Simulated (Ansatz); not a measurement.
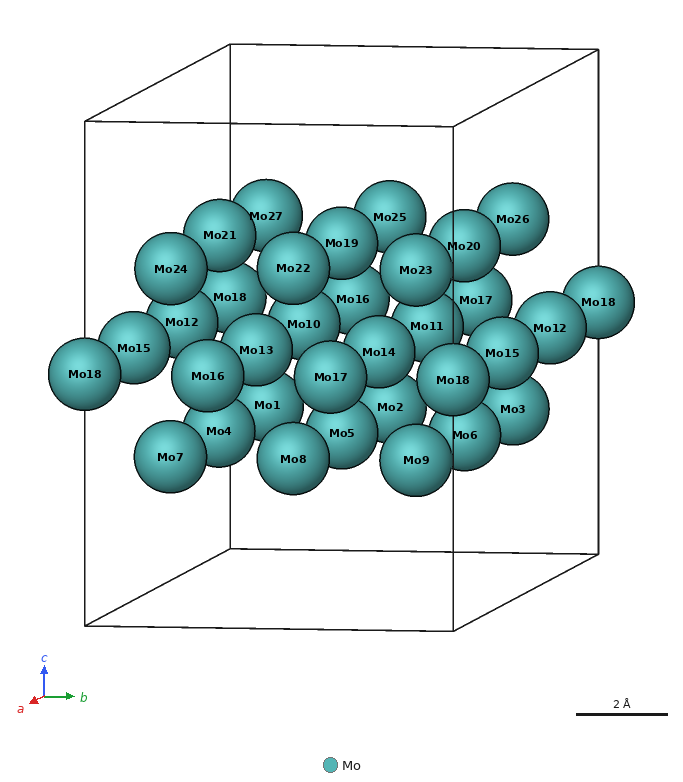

Fig. 1: The input geometry (spheres-only view of the cell of the calculation, with the vacuum cut short, seen slightly off an axis; atoms are numbered from 1 in the order of the input). An atom can appear more than once, as a periodic image.

Mo: single-point calculation (part 1 of 2)

Mo (slab, 27 atoms in the cell), computed with DFT PBE+D3(BJ), scalar-relativistic, plane waves, PAW, no spin polarisation (Ansatz 0.2.0).

The structure derives from an entry of the Crystallography Open Database. It belongs to a series of runs on one base structure; here: the slab at its places in the relaxed adsorbed structure. Figures and captions count atoms from 1; the log counts them from 0 in places.

The program's output:
```
Engine: ansatz 0.2.0, x86_64-unknown-linux-gnu
Pseudopotentials: kind: paw
Pseudopotential: Mo, paw, valence charge 14, recommended cutoff 420 eV (normal), Mo.paw.azcp
Functional definition: PBE
  parameter kappa = 0.804
  parameter beta = 0.06672455060314922
  exchange = pbe_x(kappa = kappa, mu = beta*pi^2/3)
  correlation = pbe_c(beta = beta)
Crystal: 27 atoms, lattice volume = 1621.966 Å³
Basis set: ecut = 420 eV, 31747 PW (Γ), exchange–correlation on 120×120×360 points (8 copies of the dense FFT grid, shifted against one another)
Bands: 227, of which v1, the nominal top of the filled ones, is band 189 counted from 1 (188 counted from 0)
Symmetry: 1 space group operations
Space group: P1 (ITA 1), of the structure as read, at distance tolerance 1.2e-4 Å
k-points: 5 of 9 (time reversal used)
Non-local potential: Mo, projectors of the file, l = 0: 3, l = 1: 2, l = 2: 2, l = 3: 1
PAW form: soft (Blöchl's): semilocal exchange-correlation on the pseudo side does not see the compensation charge
PAW one-centre angular grid: Mo, 590 points (default); XC on 64 Gauss nodes
Initial density: superposition of atomic densities (neutral atoms: chi_scale 0, normalization atom), corrected by the library's trained network
Initial wavefunctions: pseudopotential atomic-orbital guess
Functional: x = pbe(κ = 0.804, μ = 0.2195149727645171), c = pbe(β = 0.06672455060314922)
SCF iter   1: F=—  HF=-133802.774158 eV  |F-HF|=—  |Δ(HF+E_count)|=         —  Δρ=4.34e-3  dr2=7.79e-1  ethr=1.77e-3  p=-0.001 e·Å  D=-1.31e-4 V/Å  ΔV_dip=0.00 eV  dr2_dipole=7.43e-4  V_vac-E_F(+/−)=4.85/4.85 eV  ⟨swp⟩=11.8  Hψ=5840  notcnv=0
efield: sawtooth ramp at fractional position 0.8725 (placed from the atoms, in the widest stretch of the axis that holds none; the zero of the levels goes with the place), width 0.0400; the density the first Hamiltonian is built on has a dipole p = -0.001 e·Å; the dipole correction subtracts the counter field D = -1.31e-4 V/Å, which shifts the + side's vacuum level by +0.00 eV against the − side's; the planar-averaged density in the ramp window peaks in size at 4.8e-7 e/Å³
preconditioner: auto → LDOS  [metal: Δε(μ)=0.050 eV  Ē_g=3.734 eV  σ=0.100 eV  W_gap=0.26  n_scr=274 (ndim 8)  ℏωp=11.7 eV  f_vac=0.668  D(μ)=29.74/eV (n_scr^D=170)  β→1.0]
SCF iter   2: F=—  HF=-133802.753051 eV  |F-HF|=—  |Δ(HF+E_count)|=   2.11e-2  Δρ=2.47e-3  dr2=2.83e-1  ethr=2.06e-4  p=-0.006 e·Å  D=-6.54e-4 V/Å  ΔV_dip=0.02 eV  dr2_dipole=2.20e-5  V_vac-E_F(+/−)=4.67/4.65 eV  ⟨swp⟩=2.2  Hψ=1727  notcnv=0  defer=65
SCF iter   3: F=—  HF=-133802.726337 eV  |F-HF|=—  |Δ(HF+E_count)|=   2.67e-2  Δρ=3.61e-4  dr2=7.84e-3  ethr=7.49e-5  p=-0.004 e·Å  D=-4.10e-4 V/Å  ΔV_dip=0.01 eV  dr2_dipole=2.60e-8  V_vac-E_F(+/−)=4.70/4.69 eV  ⟨swp⟩=2.0  Hψ=1406  notcnv=0  defer=65
SCF iter   4: F=—  HF=-133802.726452 eV  |F-HF|=—  |Δ(HF+E_count)|=   1.15e-4  Δρ=1.07e-4  dr2=2.61e-4  ethr=2.08e-6  p=-0.004 e·Å  D=-4.16e-4 V/Å  ΔV_dip=0.01 eV  dr2_dipole=1.67e-7  V_vac-E_F(+/−)=4.69/4.68 eV  ⟨swp⟩=3.0  Hψ=1764  notcnv=0  defer=65
SCF iter   5: F=—  HF=-133802.726527 eV  |F-HF|=—  |Δ(HF+E_count)|=   7.52e-5  Δρ=4.02e-5  dr2=3.91e-5  ethr=6.91e-8  p=-0.004 e·Å  D=-4.05e-4 V/Å  ΔV_dip=0.01 eV  dr2_dipole=1.56e-8  V_vac-E_F(+/−)=4.69/4.68 eV  ⟨swp⟩=2.6  Hψ=1442  notcnv=0  defer=65
SCF iter   6: F=—  HF=-133802.727856 eV  |F-HF|=—  |Δ(HF+E_count)|=   1.33e-3  Δρ=2.32e-5  dr2=1.40e-5  ethr=1.03e-8  p=-0.004 e·Å  D=-3.95e-4 V/Å  ΔV_dip=0.01 eV  dr2_dipole=3.71e-11  V_vac-E_F(+/−)=4.69/4.68 eV  ⟨swp⟩=3.4  Hψ=2273  notcnv=0  defer=8
SCF iter   7: F=—  HF=-133802.727857 eV  |F-HF|=—  |Δ(HF+E_count)|=   1.10e-6  Δρ=4.72e-6  dr2=4.83e-7  ethr=3.71e-9  p=-0.004 e·Å  D=-3.95e-4 V/Å  ΔV_dip=0.01 eV  dr2_dipole=1.60e-10  V_vac-E_F(+/−)=4.69/4.68 eV  ⟨swp⟩=2.0  Hψ=1423  notcnv=0  defer=8
SCF iter   8: F=-133802.727858 eV  HF=-133802.727858 eV  |F-HF|=1.38e-7  |Δ(HF+E_count)|=   5.59e-7  Δρ=1.75e-6  dr2=9.53e-8  ethr=2.65e-11  p=-0.004 e·Å  D=-3.95e-4 V/Å  ΔV_dip=0.01 eV  dr2_dipole=9.84e-12  V_vac-E_F(+/−)=4.69/4.68 eV  ⟨swp⟩=46.2  Hψ=6842  notcnv=0
SCF 1 converged in 8 iterations: F = -133802.727858 eV  dr2 = 9.53e-8
  greatest PAW one-centre occupation: 0.998 electrons in one spin orbital (limit 2), on the Mo atom at site 23 (counted from 0), in its partial waves of l = 0
```

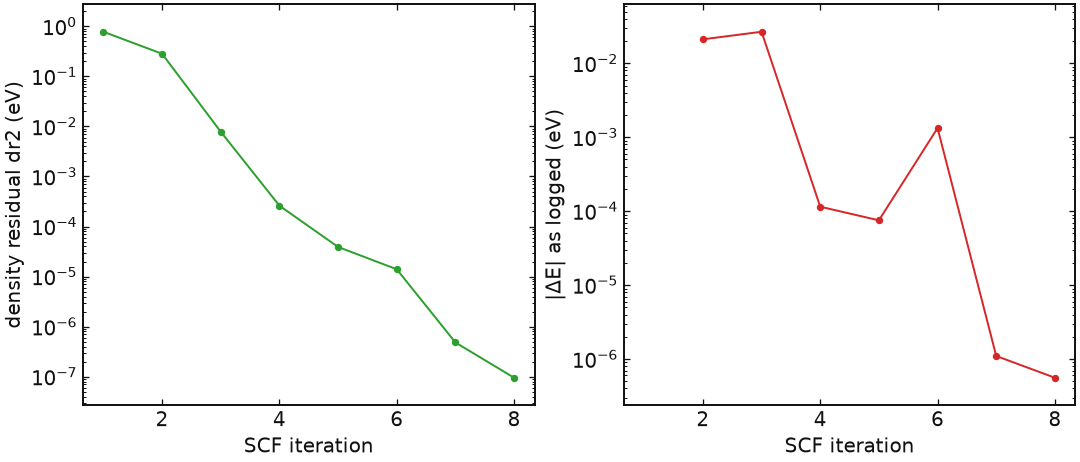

Fig. 2: Convergence of the self-consistent field: density residual dr2 and size of the energy change against the SCF iteration. The residual falls at every step.

```
SCF converged after 8 iterations
Free energy (F): -133802.727858 eV
Harris-Foulkes:  -133802.727858 eV  (|F-HF|=1.38e-7)
Internal energy: -133802.580031 eV  (E = F + TS)
E sigma→0 (E₀):  -133802.653944 eV
Entropy (-TS):   -0.147827 eV (-5.475 meV/atom)
Fermi energy:    2.086760 eV
Dipole field:    D = -0.000394 V/Å  (p = -0.003531 e·Å, saw-weighted, corrected)
Work function:   Φ+ = 4.6881 eV   Φ− = 4.6779 eV
Levels:          The Fermi level and band energies are counted from a zero that moves with the ramp; work functions are not
--- Per-component energies (eV) ---
  E_band       = -8589.931848
  E_kinetic    = 11890.491974
  E_local      = -539523.008098  (includes V_loc(G=0)·N_el)
  E_nonlocal   = 3877.350980
  E_hartree    = 262607.348204
  E_xc         = -4932.802161
  E_vxc        = -6153.861995  (∫ρ·V_xc dr)
  E_paw        = -86440.203447  (= ΣΔE_a)
  E_vpaw       = -3895.455868  (= ΣTr[D̂ρ^β])
  E_aug_tail   = 0.001200  (compensation charges beyond the density's cutoff)
  E_efield     = 0.000001  (sawtooth field / dipole correction)
  E_vefield    = -0.008745  (∫n·V_field dr)
  E_ewald      = 218731.147620
  E_disp       = -12.906304  (pairwise vdW)
  E_smearing   = -0.147827  (= −TS)
  E_closure    = -0.000000  (closes the sum)
  Σ components = -133802.727858   (vs F -133802.727858, Δ=0.00e0)
--- Forces (eV/Å), atoms counted from 1 ---
  atom   1  Mo    -0.00174262    -0.02936727    -0.01786910
  atom   2  Mo     0.03250895    -0.01086919     0.01011408
  atom   3  Mo     0.03030589     0.05260092    -0.02993564
  atom   4  Mo    -0.01213980     0.00484188     0.00067636
  atom   5  Mo     0.03929138     0.00979882    -0.00681960
  atom   6  Mo    -0.03701570    -0.00729200    -0.00867896
  atom   7  Mo    -0.00147516     0.04707678    -0.01317364
  atom   8  Mo    -0.04990755    -0.05526998     0.01164371
  atom   9  Mo     0.00049690     0.00018230     0.00506046
  atom  10  Mo    -0.01086692     0.00959086     0.07446794
  atom  11  Mo     0.02279928     0.00821657     0.03684021
  atom  12  Mo     0.04239847     0.04984501     0.16095742
  atom  13  Mo    -0.03822544    -0.04998477     0.15283668
  atom  14  Mo     0.00818681    -0.00496493    -0.01284302
  atom  15  Mo     0.03196174    -0.03078753     0.06393469
  atom  16  Mo     0.00453575    -0.01538558    -0.02881080
  atom  17  Mo    -0.00493279    -0.01507562    -0.03890548
  atom  18  Mo    -0.01242851     0.00691810     0.00499886
  atom  19  Mo    -0.01064216    -0.13391413     0.06889631
  atom  20  Mo    -0.05462070     0.15483549     0.15023090
  atom  21  Mo     0.12694822    -0.02562703    -0.83369315
  atom  22  Mo    -0.11500028    -0.09667080    -0.01474862
  atom  23  Mo     0.01263664    -0.01809544    -0.08549250
  atom  24  Mo    -0.24932860    -0.07948247     0.24405226
  atom  25  Mo     0.01625001     0.03786121    -0.09569703
  atom  26  Mo     0.13035035     0.13015781     0.11076586
  atom  27  Mo     0.09965720     0.06086081     0.09119965
  max |Σ_I F_I| component: 7.85e-6 eV/Å
--- Band table (eV; the first three rows and the last of 5) ---
  k-point 0: bands = ["-59.1854", "-59.0461", "-59.0455", "-59.0437", "-59.0394", "-58.9926", "-58.9791", "-58.9416", "-58.9402", "-58.8611", "-58.8139", "-58.7744", "-58.7530", "-58.7509", "-58.7501", "-58.7420", "-58.7393", "-58.7358", "-58.7323", "-58.6811", "-58.6774", "-58.6700", "-58.6587", "-58.6586", "-58.6519", "-58.6475", "-58.6444", "-33.7264", "-33.6852", "-33.6754", "-33.6708", "-33.6579", "-33.5826", "-33.5737", "-33.5724", "-33.5691", "-33.5624", "-33.5613", "-33.5536", "-33.5412",
      "-33.5374", "-33.5349", "-33.4504", "-33.4340", "-33.3998", "-33.3884", "-33.2586", "-33.2526", "-33.1458", "-33.1395", "-33.1339", "-33.1222", "-33.1168", "-33.1162", "-33.1128", "-33.1064", "-33.0985", "-33.0847", "-33.0735", "-33.0682", "-33.0408", "-33.0201", "-33.0138", "-33.0131", "-33.0103", "-32.9593", "-32.9526", "-32.8934", "-32.8737", "-32.8690", "-32.8633", "-32.8612", "-32.8567", "-32.8530", "-32.8459", "-32.8435", "-32.7738", "-32.7647", "-32.6629", "-32.6609",
      "-32.6467", "-32.6396", "-32.6299", "-32.6289", "-32.6253", "-32.6125", "-32.5660", "-32.5641", "-32.5580", "-32.5569", "-32.5513", "-32.5464", "-32.5371", "-32.5080", "-32.4736", "-32.4620", "-32.3815", "-32.3086", "-32.3065", "-32.3052", "-32.3026", "-32.2860", "-32.2637", "-32.2612", "-32.2571", "-32.2566", "-32.2041", "-32.2012", "-4.4055", "-3.0464", "-2.7794", "-2.7198", "-2.7107", "-2.6977", "-2.6881", "-2.5436", "-2.5386", "-2.2361", "-2.2325", "-2.2236",
      "-2.1935", "-2.1846", "-2.1544", "-2.1090", "-2.0994", "-1.8268", "-1.8198", "-1.6205", "-1.6160", "-1.6142", "-1.5900", "-1.5614", "-1.5097", "-1.3070", "-1.2807", "-1.2049", "-1.1746", "-1.1492", "-1.1328", "-1.1094", "-0.7695", "-0.7624", "-0.7493", "-0.7454", "-0.7153", "-0.7077", "-0.6995", "-0.6601", "-0.5778", "-0.5717", "-0.5605", "-0.5045", "-0.3465", "-0.3101", "-0.1254", "0.0687", "0.0708", "0.0960", "0.1077", "0.1202",
      "0.1229", "0.1384", "0.1446", "0.1609", "0.1765", "0.5382", "0.5771", "0.6164", "0.6982", "0.8072", "1.2745", "1.3534", "1.3589", "1.3622", "1.3750", "1.4599", "1.5074", "1.5398", "1.5729", "1.7281", "1.8026", "1.8533", "1.9636", "1.9798", "2.0028", "2.0090", "2.0287", "2.0526", "2.0742", "2.0970", "2.5208", "2.5555", "2.5882", "2.6223", "3.0567", "3.0995", "3.2670", "3.2972", "3.3103", "3.3333",
      "3.3567", "3.3758", "3.4086", "3.4225", "3.4484", "3.4568", "3.4905", "3.4988", "3.5178", "3.5191", "3.5700", "3.6157", "3.6367", "3.6398", "3.6594", "3.6854", "3.7005", "3.7104", "3.8133", "3.8415", "3.8709", "3.8897", "3.8988", "3.9006", "3.9307", "4.0174", "4.0670"]
  k-point 1: bands = ["-59.1640", "-59.1088", "-59.0477", "-59.0248", "-59.0151", "-58.9993", "-58.9733", "-58.9489", "-58.9311", "-58.8451", "-58.8068", "-58.7998", "-58.7748", "-58.7503", "-58.7381", "-58.7313", "-58.7263", "-58.7188", "-58.7165", "-58.7128", "-58.6987", "-58.6961", "-58.6844", "-58.6495", "-58.6416", "-58.6289", "-58.6228", "-33.8795", "-33.7340", "-33.7266", "-33.7074", "-33.6912", "-33.6620", "-33.6403", "-33.5979", "-33.5721", "-33.5496", "-33.5319", "-33.5014", "-33.4807",
      "-33.4727", "-33.4657", "-33.4193", "-33.4092", "-33.3848", "-33.3629", "-33.3397", "-33.2550", "-33.2410", "-33.2288", "-33.2003", "-33.1777", "-33.1687", "-33.1395", "-33.1247", "-33.0902", "-33.0594", "-33.0235", "-33.0085", "-32.9645", "-32.9588", "-32.9488", "-32.9166", "-32.9113", "-32.8955", "-32.8868", "-32.8810", "-32.8781", "-32.8708", "-32.8443", "-32.8381", "-32.8316", "-32.8268", "-32.8245", "-32.8133", "-32.7902", "-32.7623", "-32.7424", "-32.7382", "-32.6964",
      "-32.6707", "-32.6534", "-32.6343", "-32.6113", "-32.6017", "-32.5929", "-32.5802", "-32.5707", "-32.5682", "-32.5406", "-32.5269", "-32.5147", "-32.5123", "-32.4900", "-32.4789", "-32.4654", "-32.4468", "-32.3839", "-32.3797", "-32.3663", "-32.3586", "-32.3474", "-32.3246", "-32.2776", "-32.2683", "-32.2576", "-32.2543", "-32.2436", "-4.0149", "-3.1375", "-2.8354", "-2.6751", "-2.6007", "-2.5929", "-2.4489", "-2.4031", "-2.3967", "-2.3716", "-2.3392", "-2.1673",
      "-2.1472", "-2.1430", "-2.0246", "-1.9186", "-1.8964", "-1.8847", "-1.7873", "-1.7409", "-1.6972", "-1.6680", "-1.6473", "-1.5489", "-1.4253", "-1.2746", "-1.1119", "-1.0968", "-1.0823", "-1.0526", "-0.9565", "-0.9418", "-0.9169", "-0.8827", "-0.8679", "-0.7871", "-0.7309", "-0.7275", "-0.7115", "-0.6734", "-0.6606", "-0.6032", "-0.4377", "-0.4190", "-0.3909", "-0.3756", "-0.3291", "-0.3179", "-0.3086", "-0.0700", "0.0232", "0.0848",
      "0.1600", "0.2537", "0.3953", "0.4592", "0.5146", "0.5601", "0.6831", "0.8085", "0.8213", "0.8308", "0.9036", "0.9392", "0.9578", "0.9809", "1.0686", "1.1037", "1.1835", "1.4410", "1.4587", "1.4728", "1.6579", "1.7104", "1.7549", "1.7832", "1.8553", "1.8904", "1.9935", "2.0294", "2.1916", "2.2276", "2.2813", "2.3132", "2.4936", "2.6232", "2.6473", "2.6773", "2.7099", "2.7331", "2.9096", "3.0061",
      "3.0201", "3.0526", "3.2206", "3.2619", "3.2731", "3.2979", "3.3178", "3.3339", "3.3554", "3.4262", "3.4947", "3.5374", "3.5540", "3.5616", "3.6919", "3.7157", "3.7655", "3.7773", "3.8484", "3.8650", "3.8852", "3.8972", "3.9009", "3.9270", "3.9964", "4.1049", "4.1788"]
```
